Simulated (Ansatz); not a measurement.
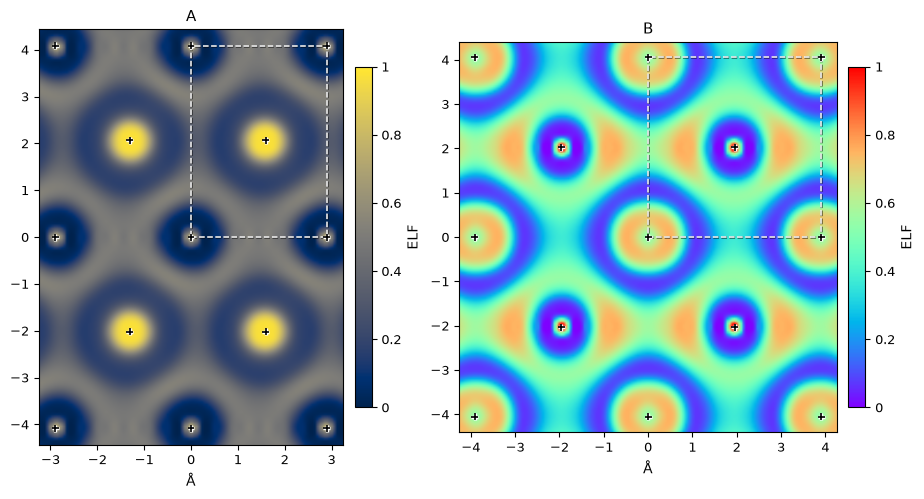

The ELF of 2 systems, each on a plane through atoms (crosses mark nuclei in the plane).

Method: DFT PBE, scalar-relativistic, plane waves, PAW (Ansatz 0.2.0).

System 1: TiAl, the (11̄0) plane of the conventional cell. Space group P4/mmm; computed without spin polarisation; PAW files of the earlier set (soft_1).

```xyz
2
Lattice="2.8688 0.0000 0.0000 0.0000 2.8688 0.0000 0.0000 0.0000 3.9136" Properties=species:S:1:pos:R:3 pbc="T T T"
Ti    0.0000    0.0000    0.0000
Al    1.4344    1.4344    1.9568
```

System 2: AlNi, the (110) plane of the conventional cell. Space group Pm; a structure from a database of computed crystals, not necessarily the ambient phase; not relaxed (largest force 0.8 eV/Å); computed without spin polarisation; PAW files of the earlier set (soft_1).

```
Al Ni
1.0
     2.04263   -2.04260    0.00000
     2.04263    2.04260    0.00000
     0.00000    0.00000    2.90044
Al Ni
1 1
Direct
  0.99308 0.00000 0.96552
  0.50318 0.50000 0.51585
```

> Match each panel to its system.

Panel A is system 2, AlNi: the plane holds Al and Ni. Al–Ni (2.41 Å): the ELF is about 0.40 at the midpoint. Panel B is system 1, TiAl: the plane holds Ti and Al. Ti–Al (2.82 Å): the ELF is about 0.35 at the midpoint.
